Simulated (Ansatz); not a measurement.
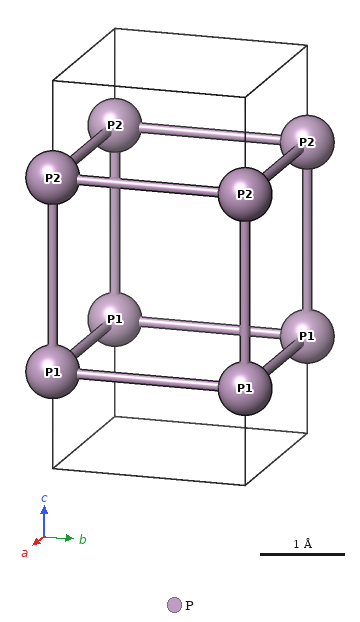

Fig. 1: The structure (ball-and-stick view of the cell of the calculation, seen slightly off an axis; atoms are numbered from 1 in the order of the input). Near neighbours in the crystal (not all of them lie inside the picture): P has 6 P at 2.42 to 2.43 Å.

## Phonon calculation of P

P (2 atoms in the cell), computed with DFT, LDA, PAW with Ansatz's default frozen-core files, scalar-relativistic; harmonic phonons by finite displacements, no spin polarisation (Ansatz 0.2.0).

The structure derives from a Materials Project entry. It belongs to a series of runs on one base structure; here: volume scaled by 1.015, PAW files. Figures and captions count atoms from 1; the log counts them from 0 in places.

What the program printed:
```
Warning: 24 symmetry operations that the atoms keep within the bar at which the run's group was sought (crystal.symmetry.tolerance 1.0e-5, or twice it) were not taken beside the 8 unitary ones that the detection took (of a slab, those that keep its plane). If the more symmetric cell is meant, write the vectors of crystal.lattice to more decimals, or, with the positions in fractional coordinates, give it by lengths and angles (which lays the cell in the standard orientation, to which the deck's other Cartesian keys then refer), with the lengths that are meant to be equal typed equal, the angles likewise, and each angle that the symmetry fixes typed at its exact value (of a frozen-density pass: in the run whose state it reads). The detection then takes those 24 too, where the atoms keep them as a group. The lattice (crystal.lattice as typed, or as saved on a frozen-density pass laid at its state's geometry) misses each of them by more than the tolerance, the farthest off changing a squared length by the fraction 4.6e-5. The run does not impose them: its cell is that one, or, where this deck is also told that its lattice was moved onto its group, that cell laid onto the operations that were taken. If the cell is strained on purpose, what lies past the tolerance is rightly left out.
Engine: ansatz 0.2.0, aarch64-unknown-linux-gnu
Pseudopotentials: kind: paw
Pseudopotential: P, paw, valence charge 5, recommended cutoff 420 eV (normal), P.paw.azcp
Functional definition: SPW92
  exchange = slater_x
  correlation = pw_c
Crystal: 2 atoms, lattice volume = 28.508 Å³
Basis set: ecut = 420 eV, 545 PW (Γ)
Bands: 9, of which v1, the nominal top of the filled ones, is band 5 counted from 1 (4 counted from 0)
Symmetry: 8 space group operations
k-points: 464 of 1568
Non-local potential: P, projectors of the file, l = 0: 2, l = 1: 2, l = 2: 2
PAW form: soft (Blöchl's): semilocal exchange-correlation on the pseudo side does not see the compensation charge
PAW frozen core: P, regenerated for the run's functional, and the local potential with it (the file was generated under x = pbe(κ = 0.804, μ = 0.2195149727645171), c = pbe(β = 0.06672455060314922))
PAW one-centre angular grid: P, 110 points (default); XC on 64 Gauss nodes
Initial density: superposition of atomic densities (neutral atoms: chi_scale 0, normalization atom), corrected by the library's trained network
Initial wavefunctions: pseudopotential atomic-orbital guess
Functional: x = slater, c = lda
SCF iter   1: F=—  HF=-1451.986509 eV  |F-HF|=—  |Δ(HF+E_count)|=         —  Δρ=4.84e-3  dr2=5.55e-3  ethr=1.77e-3  ⟨swp⟩=6.4  Hψ=34645  notcnv=0
preconditioner: auto → none  [metal: Δε(μ)=0.055 eV  Ē_g=11.560 eV  σ=0.050 eV  W_gap=0.27  n_scr=2 (ndim 8)  ℏωp=22.0 eV  f_vac=0.000  D(μ)=0.54/eV (n_scr^D=2)  sad-step TF]
SCF iter   2: F=—  HF=-1451.984356 eV  |F-HF|=—  |Δ(HF+E_count)|=   2.15e-3  Δρ=2.73e-3  dr2=1.89e-3  ethr=5.55e-5  ⟨swp⟩=1.7  Hψ=8680  notcnv=0  defer=17
SCF iter   3: F=—  HF=-1451.983435 eV  |F-HF|=—  |Δ(HF+E_count)|=   9.21e-4  Δρ=1.36e-4  dr2=4.28e-6  ethr=1.89e-5  ⟨swp⟩=2.3  Hψ=6447  notcnv=0  defer=18
SCF iter   4: F=—  HF=-1451.983430 eV  |F-HF|=—  |Δ(HF+E_count)|=   5.16e-6  Δρ=1.47e-5  dr2=3.99e-8  ethr=4.28e-8  ⟨swp⟩=2.5  Hψ=6520  notcnv=0  defer=18
SCF iter   5: F=—  HF=-1451.983430 eV  |F-HF|=—  |Δ(HF+E_count)|=   2.42e-7  Δρ=7.98e-7  dr2=1.28e-10  ethr=3.99e-10  ⟨swp⟩=2.0  Hψ=6423  notcnv=0  defer=18
SCF iter   6: F=-1451.983430 eV  HF=-1451.983430 eV  |F-HF|=4.55e-13  |Δ(HF+E_count)|=  6.14e-11  Δρ=1.52e-7  dr2=2.41e-12  ethr=1.00e-12  ⟨swp⟩=6.3  Hψ=21422  notcnv=0
SCF 1 converged in 6 iterations: F = -1451.983430 eV  dr2 = 2.41e-12
  greatest PAW one-centre occupation: 0.798 electrons in one spin orbital (limit 2), on the P atom at site 1 (counted from 0), in its partial waves of l = 0
Symmetry: 2 space group operations
k-points: 464 of 1568 (time reversal used)
Initial density: handed on by an earlier stage of this run
Initial wavefunctions: those handed on with the density
iter 1 solved again at ethr=3.09e-8 eV; its pass at ethr=3.10e-3 eV (dr2=3.09e-6 eV) is discarded
SCF iter   1: F=—  HF=-1451.983424 eV  |F-HF|=—  |Δ(HF+E_count)|=         —  Δρ=1.21e-4  dr2=2.07e-6  ethr=3.09e-8  ⟨swp⟩=3.0  Hψ=37618  notcnv=0  defer=71
preconditioner: auto → none  [metal: Δε(μ)=0.051 eV  Ē_g=11.562 eV  σ=0.050 eV  W_gap=0.25  n_scr=2 (ndim 8)  ℏωp=22.0 eV  f_vac=0.000  D(μ)=0.54/eV (n_scr^D=2)]
SCF iter   2: F=—  HF=-1451.983423 eV  |F-HF|=—  |Δ(HF+E_count)|=   1.32e-7  Δρ=5.75e-5  dr2=4.52e-7  ethr=2.07e-8  ⟨swp⟩=1.0  Hψ=4125  notcnv=0  defer=71
SCF iter   3: F=—  HF=-1451.983425 eV  |F-HF|=—  |Δ(HF+E_count)|=   1.30e-6  Δρ=2.05e-6  dr2=9.95e-10  ethr=4.52e-9  ⟨swp⟩=1.1  Hψ=4154  notcnv=0  defer=71
SCF iter   4: F=—  HF=-1451.983425 eV  |F-HF|=—  |Δ(HF+E_count)|=  3.60e-10  Δρ=6.38e-7  dr2=3.03e-10  ethr=9.95e-12  ⟨swp⟩=2.0  Hψ=6544  notcnv=0  defer=71
SCF iter   5: F=—  HF=-1451.983425 eV  |F-HF|=—  |Δ(HF+E_count)|=  6.48e-11  Δρ=2.82e-7  dr2=3.55e-11  ethr=3.03e-12  ⟨swp⟩=2.0  Hψ=5346  notcnv=0  defer=71
SCF iter   6: F=-1451.983425 eV  HF=-1451.983425 eV  |F-HF|=1.14e-12  |Δ(HF+E_count)|=  6.14e-12  Δρ=1.07e-7  dr2=2.53e-12  ethr=1.00e-12  ⟨swp⟩=5.4  Hψ=14653  notcnv=0
SCF 2 converged in 6 iterations: F = -1451.983425 eV  dr2 = 2.53e-12
  greatest PAW one-centre occupation: 0.798 electrons in one spin orbital (limit 2), on the P atom at site 0 (counted from 0), in its partial waves of l = 0
Symmetry: 1 space group operations
k-points: 788 of 1568 (time reversal used)
iter 1 solved again at ethr=4.46e-8 eV; its pass at ethr=3.10e-3 eV (dr2=4.46e-6 eV) is discarded
SCF iter   1: F=—  HF=-1451.983422 eV  |F-HF|=—  |Δ(HF+E_count)|=         —  Δρ=1.43e-4  dr2=5.55e-6  ethr=4.46e-8  ⟨swp⟩=3.1  Hψ=63873  notcnv=0  defer=114
preconditioner: auto → none  [metal: Δε(μ)=0.044 eV  Ē_g=11.561 eV  σ=0.050 eV  W_gap=0.22  n_scr=2 (ndim 8)  ℏωp=22.0 eV  f_vac=0.000  D(μ)=0.54/eV (n_scr^D=2)]
SCF iter   2: F=—  HF=-1451.983421 eV  |F-HF|=—  |Δ(HF+E_count)|=   7.29e-7  Δρ=7.07e-5  dr2=1.78e-6  ethr=4.46e-8  ⟨swp⟩=2.0  Hψ=9255  notcnv=0  defer=114
SCF iter   3: F=—  HF=-1451.983421 eV  |F-HF|=—  |Δ(HF+E_count)|=   4.13e-7  Δρ=3.96e-5  dr2=2.97e-7  ethr=1.78e-8  ⟨swp⟩=2.0  Hψ=9194  notcnv=0  defer=114
SCF iter   4: F=—  HF=-1451.983422 eV  |F-HF|=—  |Δ(HF+E_count)|=   8.46e-7  Δρ=1.51e-5  dr2=4.23e-8  ethr=2.97e-9  ⟨swp⟩=1.1  Hψ=7056  notcnv=0  defer=114
SCF iter   5: F=—  HF=-1451.983422 eV  |F-HF|=—  |Δ(HF+E_count)|=   6.39e-9  Δρ=2.88e-6  dr2=1.62e-9  ethr=4.23e-10  ⟨swp⟩=1.4  Hψ=7901  notcnv=0  defer=114
SCF iter   6: F=—  HF=-1451.983422 eV  |F-HF|=—  |Δ(HF+E_count)|=  1.74e-10  Δρ=2.60e-7  dr2=9.84e-12  ethr=1.62e-11  ⟨swp⟩=2.1  Hψ=8817  notcnv=0  defer=114
SCF iter   7: F=-1451.983422 eV  HF=-1451.983422 eV  |F-HF|=4.55e-13  |Δ(HF+E_count)|=  1.14e-12  Δρ=1.68e-8  dr2=5.22e-14  ethr=1.00e-12  ⟨swp⟩=5.2  Hψ=25506  notcnv=0
SCF 3 converged in 7 iterations: F = -1451.983422 eV  dr2 = 5.22e-14
SCF converged after 6 iterations
Free energy (F): -1451.983430 eV
Harris-Foulkes:  -1451.983430 eV  (|F-HF|=4.55e-13)
Internal energy: -1451.978973 eV  (E = F + TS)
E sigma→0 (E₀):  -1451.981202 eV
Entropy (-TS):   -0.004457 eV (-2.228 meV/atom)
Fermi energy:    11.157981 eV
--- Per-component energies (eV) ---
  E_band       = 43.507712
  E_kinetic    = 144.815709
  E_local      = -52.019621  (includes V_loc(G=0)·N_el)
  E_nonlocal   = 69.396984
  E_hartree    = 11.126972
  E_xc         = -124.420218
  E_vxc        = -124.509241  (∫ρ·V_xc dr)
  E_paw        = -1079.855034  (= ΣΔE_a)
  E_vpaw       = -16.430074  (= ΣTr[D̂ρ^β])
  E_aug_tail   = 0.000007  (compensation charges beyond the density's cutoff)
  E_ewald      = -421.258475
  E_core_change = 0.234703  (= ΣΔE_core)
  E_smearing   = -0.004457  (= −TS)
  E_closure    = -0.000000  (closes the sum)
  Σ components = -1451.983430   (vs F -1451.983430, Δ=0.00e0)
--- Forces (eV/Å), atoms counted from 1 ---
  atom   1  P      0.00000000     0.00000000     0.00000000
  atom   2  P      0.00000000     0.00000000     0.00000000
  max |Σ_I F_I| component: 0.00e0 eV/Å
--- Band table (eV; the first three rows and the last of 464) ---
  k-point 0: bands = ["-5.5208", "-1.0544", "2.3048", "16.1960", "16.1964", "16.3045", "17.8709", "17.8991", "19.0949"]
  k-point 1: bands = ["-5.4299", "-1.5223", "2.9436", "14.6344", "16.2674", "16.2678", "17.9425", "18.8976", "18.8980"]
  k-point 2: bands = ["-5.1582", "-2.4174", "4.3500", "12.3740", "16.4795", "16.4799", "18.1536", "18.4171", "18.4175"]
  k-point 463: bands = ["5.1041", "5.1041", "6.9926", "6.9926", "6.9928", "6.9928", "13.3183", "13.3183", "15.7867"]
--- Phonons: 2 displaced members + reference (amplitude 0.0025 Å, Σ member SCF iterations 13) ---
  symmetry images taken by strict's conditions (phonons.symmetry_images: auto; settled by no image being taken that strict refuses)
  ASR residual: 1.122e-4 → 0.000e0 eV/Å²; symmetrization residual: 1.425e-4 eV/Å²
  largest component of a force at the reference: 0.0e0 eV/Å
  ASR residual per site (eV/Å²): 1.12e-4 1.12e-4
  Γ frequencies (cm⁻¹): 0.00 0.00 0.00 170.82 170.83 251.38
  density of states and harmonic sums: on the 25×25×13 q-mesh, interpolated from the force constants of a 1×1×1 supercell (no non-analytic term)
  largest difference from the sums on the solved wave vectors: F 5.84e-1 eV, S 8.23e-4 and C_V 2.39e-4 eV/K
  zero-point energy: 0.046751 eV/cell   skipped modes (ω ≤ 0): 507, of them read as no rigid motion or as one in doubt: 504 (2.304e-1 modes/cell left out, lowest 0.00 cm⁻¹)   left out of the sums: 3.85e-2 of the cell's modes: C_V's classical limit lies that fraction below 3 k_B per atom; for a crystal, a wire or a layer, F and S can be off by more, and a phonons.interpolated_qmesh denser along its periods is the remedy for the sampling
```

This output came from the following input.

The input:
```yaml
crystal:
  lattice:
    - [2.42671097812, 0.0, 0.00505989974]
    - [0.0, 2.426739564, 0.0]
    - [-0.01020520755, 0.0, 4.84092114282]
  atoms:
    - { symbol: P, position: [1.0, 0.0, 0.25] }
    - { symbol: P, position: [0.0, 0.0, 0.75] }
kpoints:
  mp_grid: { grid: [14, 14, 8] }
scf:
  occupations: { method: fermi_dirac, width: 0.05 }
hamiltonian:
  xc: lda
  pseudopotentials: { kind: paw }
phonons:
  supercell: [1, 1, 1]
```

Launch command:
```bash
ansatz run input.yaml --threads 1 --pin off --max-ram 3072MiB --backend cpu --events-out ev --progress --plain --runs-dir out
```

Summary:

- outcome: converged
- space group (tolerance 0.01 Å): Pm-3m (221)
- electrons treated: 10
- free energy: −1451.9834 eV
- Fermi energy: 11.158 eV
- largest force (length of the vector): under 0.001 eV/Å
- hardware: 1 thread of Arm Neoverse V2, 24 GiB of memory available, shared host
- wall time: 33 s
- peak memory: 0.57 GiB

Notes:

Notes on the run: near-symmetries of the structure were not used.
